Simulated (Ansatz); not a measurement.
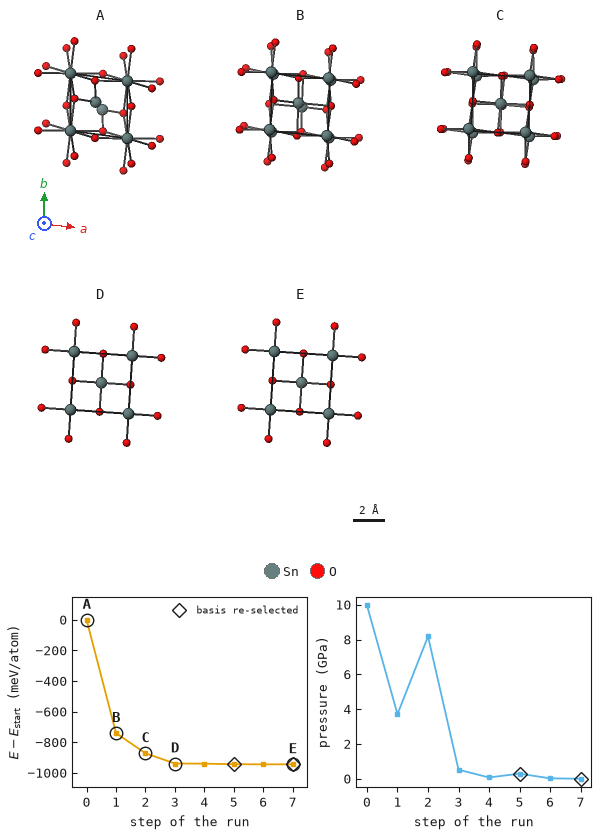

Frames of a relaxation of a crystal of SnO (built on the database_36 type) (coarse preliminary run), marked on the history of the run. Style: ball-and-stick. Shown: the cell of the calculation, along the c axis.

Case: structure reported for this formula (Cmc2_1, No. 36).

These are results of DFT PBE, scalar-relativistic, plane waves, PAW in Ansatz 0.2.0, not measurements. (plane-wave cutoff 420 eV; k-point mesh 4 × 4 × 2; occupations gaussian; smearing width 0.1 eV; no spin polarisation; cell and atoms relaxed; force threshold 0.04 eV/Å; at most 70 steps)

**What happens along the run?**

The largest moves relative to the cell, 0.38 Å, are those of O atoms. Largest moves by element: O 0.38 Å, Sn 0.34 Å. Cell: a = b 3.799 → 3.866 Å (+1.8 %), c 11.120 → 10.280 Å (−7.6 %), γ 97.7° → 90.0°. Volume −3.4 %. Among the contacts that change: O–O 1.800 → 2.732 Å, O–Sn 2.765 → 2.255 Å, O–Sn 2.527 → 2.255 Å, O–Sn 1.992 → 2.255 Å. New bonds form: O–Sn (2.77 → 2.25 Å). Bond angles that change, for instance: Sn–O–Sn 127.7° → 105.4°, Sn–O–Sn 108.3° → 118.0°, O–Sn–O 108.3° → 118.0°. The space group (tolerance 0.01 Å) goes from Cmc2_1 (No. 36) to P4/nmm (No. 129). The energy falls by 944 meV per atom in 5 accepted moves (7 points after the start). Largest force component: 8.8 eV/Å at the start, 0.0044 eV/Å at the end. The pressure goes from 9.96 to 0.00 GPa. At 2 points the geometry stayed and the basis and grid were re-selected for the new cell (energy shift of 3.3 meV per atom at most each time). From step 0 to 1: Sn atoms move most (0.19 Å), volume −1.2 %, energy −740 meV per atom. From step 1 to 2: Sn atoms move most (0.18 Å), volume −3.7 %, energy −132 meV per atom. From step 2 to 3: Sn atoms move most (0.19 Å), volume +3.2 %, energy −66.8 meV per atom. From step 3 to 7: Sn atoms move most (0.03 Å), volume −1.6 %, energy −5.1 meV per atom.

| step | E − E(0), meV/atom | largest force component, eV/Å | pressure, GPa | volume, Å³/atom | note |
| --- | --- | --- | --- | --- | --- |
| 0 | 0.00 | 8.7902 | 9.96 | 19.877 |  |
| 1 | -739.91 | 3.4539 | 3.71 | 19.640 |  |
| 2 | -871.63 | 1.9763 | 8.18 | 18.916 |  |
| 3 | -938.46 | 0.1647 | 0.52 | 19.515 |  |
| 4 | -939.52 | 0.0109 | 0.08 | 19.356 |  |
| 5 | -942.87 | 0.0137 | 0.29 | 19.356 | same geometry, new basis |
| 6 | -943.96 | 0.0035 | 0.03 | 19.208 |  |
| 7 | -943.57 | 0.0044 | 0.00 | 19.208 | same geometry, new basis |
